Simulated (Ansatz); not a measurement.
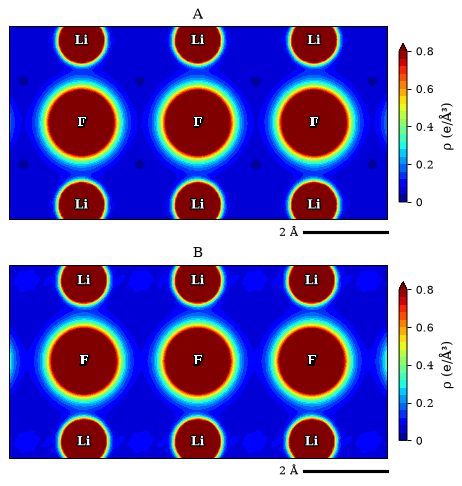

LiF. The valence charge density (pseudo) of two cells that differ in size, on the (011̄) plane of each (indices in the axes of the calculation cell), at one length scale and on one colour scale; one has 7.5 and the other 7.9 Å³ an atom.

All numbers below come from DFT r2SCAN, scalar-relativistic, plane waves, PAW (Ansatz 0.2.0).

The density is the valence pseudo-density of a PAW calculation; it isn't the true density close to the nuclei.

The larger cell:

```
Li F
1.0
     0.00000    1.99490    1.99490
     1.99490    0.00000    1.99490
     1.99490    1.99490    0.00000
Li F
1 1
Direct
  0.00000 0.00000 0.00000
  0.50000 0.50000 0.50000
```

The smaller cell: a = 2.764 Å, b = 2.764 Å, c = 2.764 Å, α = 60.00°, β = 60.00°, γ = 60.00°.

### Which panel shows the smaller cell, and what does the compression change?

Panel B is the smaller cell, by 6 % in volume. From the larger cell to the smaller, Li–F goes from 1.99 to 1.95 Å, and the density at its midpoint from 0.28 to 0.31 e/Å³; the pressure goes from 0.0 to 5 GPa; the Kohn–Sham gap goes from 10.3 eV to 11.0 eV.
